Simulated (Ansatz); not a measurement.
**Al₃₀Cu (cell with a defect): density, localisation and related maps**

```xyz
31
Lattice="8.1000 0.0000 0.0000 0.0000 8.1000 0.0000 0.0000 0.0000 8.1000" Properties=species:S:1:pos:R:3 pbc="T T T"
Al    4.0617    0.0215    0.0000
Cu    0.0500    8.0500    0.0000
Al    6.1132    0.0406    1.9245
Al    1.9965    1.9911    0.0000
Al    4.0681    4.0319    0.0000
Al    6.1089    6.1035    0.0000
Al    1.9940    8.0872    2.0169
Al    4.0660    2.0265    2.0050
Al    6.0735    4.0340    2.0050
Al    4.0430    8.0911    4.0500
Al    6.0786    2.0214    4.0500
Al    6.1132    0.0406    6.1755
Al    8.0785    4.0383    0.0000
Al    2.0175    6.0825    0.0000
Al    8.0594    1.9868    1.9245
Al    2.0191    4.0574    2.0363
Al    4.0426    6.0809    2.0363
Al    0.0035    8.0965    4.0500
Al    2.0081    2.0203    4.0500
Al    4.0397    4.0603    4.0500
Al    6.0797    6.0919    4.0500
Al    1.9940    8.0872    6.0831
Al    4.0660    2.0265    6.0950
Al    6.0735    4.0340    6.0950
Al    0.0128    6.1060    2.0169
Al    0.0089    4.0570    4.0500
Al    2.0206    6.0794    4.0500
Al    8.0594    1.9868    6.1755
Al    2.0191    4.0574    6.0637
Al    4.0426    6.0809    6.0637
Al    0.0128    6.1060    6.0831
```

Computed without spin polarisation; PAW files of the earlier set (soft_1).

Method: Ansatz 0.2.0, DFT PBEsol, scalar-relativistic, plane waves, PAW.

In a PAW calculation such maps are meaningful between the atoms, not at the nuclei.

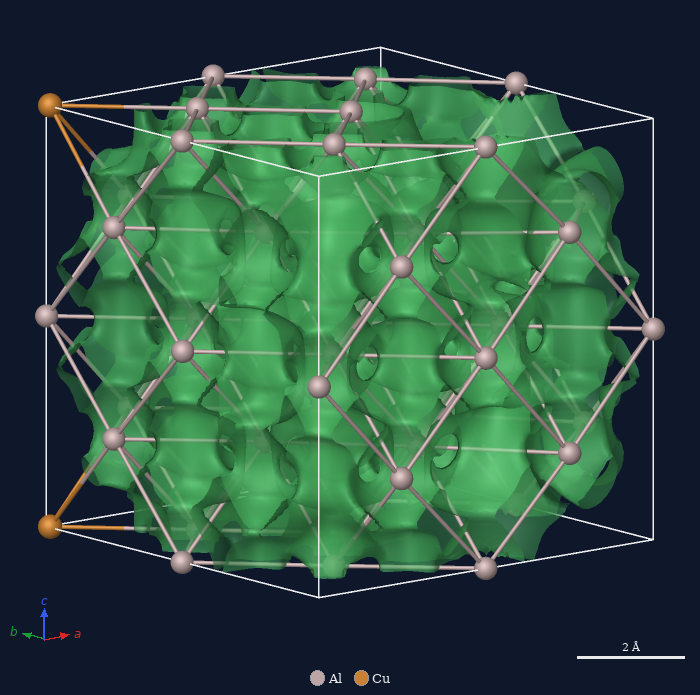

Figure 1. Isosurface of the ELF at 0.55 (green), seen at an oblique angle. Only the valence region is drawn (cores and ρ < 0.01 e/Å³ removed). Sticks mark near contacts.

Question: Identify the bonds, lone pairs and shells in this picture.

Answer: The surface consists of one network that runs through the whole crystal, counted in one cell of 31 atoms. Regions shared between cells count once. Along the contacts the grid gives the following. Al–Al (2.75 Å): the ELF peaks at about 0.75 between the atoms. Al–Cu (2.78 Å): the ELF is about 0.40 at the midpoint.

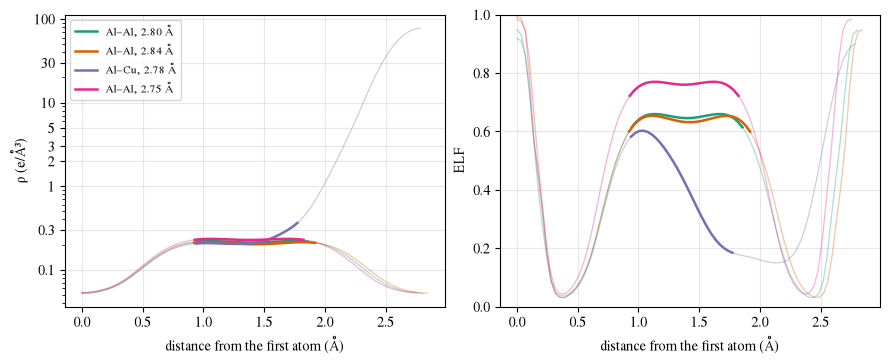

Figure 2. Valence charge density (pseudo) and electron localisation function along straight lines between neighbouring atoms. Thin, pale parts lie inside the atomic spheres.

Question: Compare the contacts.

Answer: Al–Al (2.80 Å): the density is about 0.21 e/Å³ at the midpoint; the ELF peaks at about 0.65 between the atoms.
Al–Al (2.84 Å): ρ is about 0.2 e/Å³ halfway; the ELF peaks at about 0.65 between the atoms.
Al–Cu (2.78 Å): ρ is about 0.21 e/Å³ halfway; the ELF is about 0.40 at the midpoint.
Al–Al (2.75 Å): ρ at the midpoint is about 0.23 e/Å³; the ELF peaks at about 0.75 between the atoms.

Question: Does the calculation give a band gap?

Answer: It is gapless in this calculation (a metal or semimetal).
